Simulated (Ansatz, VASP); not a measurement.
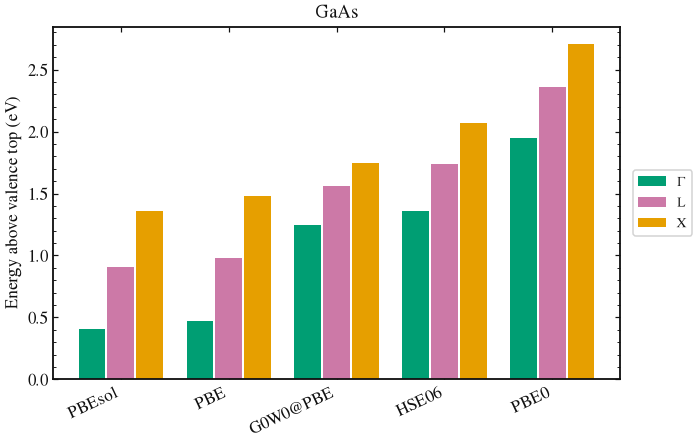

Lowest conduction level at each named k point, counted from the valence-band top at Γ, by several methods on one cell of zincblende GaAs, space group F-43m (No. 216), 2 atoms in the primitive cell, relaxed with r2SCAN; cubic a = 5.666 Å. All runs are without spin-orbit coupling and carry no moments.

| method | program | Γ (eV) | L (eV) | X (eV) |
| --- | --- | --- | --- | --- |
| PBEsol | VASP | 0.41 | 0.91 | 1.36 |
| PBE | Ansatz | 0.47 | 0.98 | 1.48 |
| G0W0@PBE | Ansatz | 1.25 | 1.56 | 1.75 |
| HSE06 | Ansatz | 1.36 | 1.74 | 2.07 |
| PBE0 | Ansatz | 1.95 | 2.36 | 2.71 |

### One method is left out: G0W0@HSE06. Predict its row. It was run as: HSE06, Ansatz PAW set, 6×6×6 k mesh, 420 eV cutoff, fixed occupations (Ansatz 0.2.0), G0W0 with empty bands 249, screening cutoff 180 eV and frequency treatment contour deformation.

It starts from HSE06, whose row gives 1.36 eV at Γ. G0W0@HSE06 gives 1.64 eV at Γ, 1.96 eV at L and 2.18 eV at X, which is +0.28 eV from HSE06 at Γ.

### Does G0W0@HSE06 shift these levels rigidly from HSE06?

The shifts are +0.28 eV at Γ, +0.22 eV at L and +0.11 eV at X: a spread of 0.17 eV on a mean of 0.20 eV, so one shift doesn't describe them.

### How do the methods rank at Γ?

From low to high: PBEsol 0.41, PBE 0.47, G0W0@PBE 1.25, HSE06 1.36, G0W0@HSE06 1.64, PBE0 1.95 eV. Too close to rank are PBEsol against PBE (different programs, potentials and cutoffs).

Settings. PBEsol: VASP PAW recommended PBE set, 8×8×8 k mesh, 520 eV cutoff, Gaussian smearing of 0.01 eV (VASP 6.6.1). PBE: Ansatz PAW set, 8×8×8 k mesh, 420 eV cutoff, Fermi-Dirac smearing of 0.02 eV (Ansatz 0.2.0). G0W0@PBE: PBE, Ansatz PAW set, 6×6×6 k mesh, 420 eV cutoff, fixed occupations (Ansatz 0.2.0), G0W0 with empty bands 103, screening cutoff 100 eV and frequency treatment contour deformation. HSE06: Ansatz PAW set, 6×6×6 k mesh, 420 eV cutoff, fixed occupations (Ansatz). PBE0: Ansatz PAW set, 6×6×6 k mesh, 420 eV cutoff, fixed occupations (Ansatz).

These are six of the 13 methods that were run on this cell. The runs come from different programs and meshes, which adds differences of its own. Spin-orbit coupling is left out, which matters for As. PBEsol, HSE06, G0W0@HSE06 and PBE0: the PAW data sets were made with another functional. LDA, GGA and most meta-GGA functionals understate gaps. G0W0@PBE and G0W0@HSE06: the filled d shell of Ga makes GW gaps converge slowly, so they lie under their value at the basis limit. G0W0@PBE and G0W0@HSE06: the k mesh is thin for GW. HSE06 and PBE0: the k mesh is thin for exact exchange. G0W0@PBE: the GW screening of so narrow a gap isn't settled on this k mesh. The GW runs differ in bands or cutoffs. The GW values are at finite bands, cutoffs and mesh, short of the basis limit.
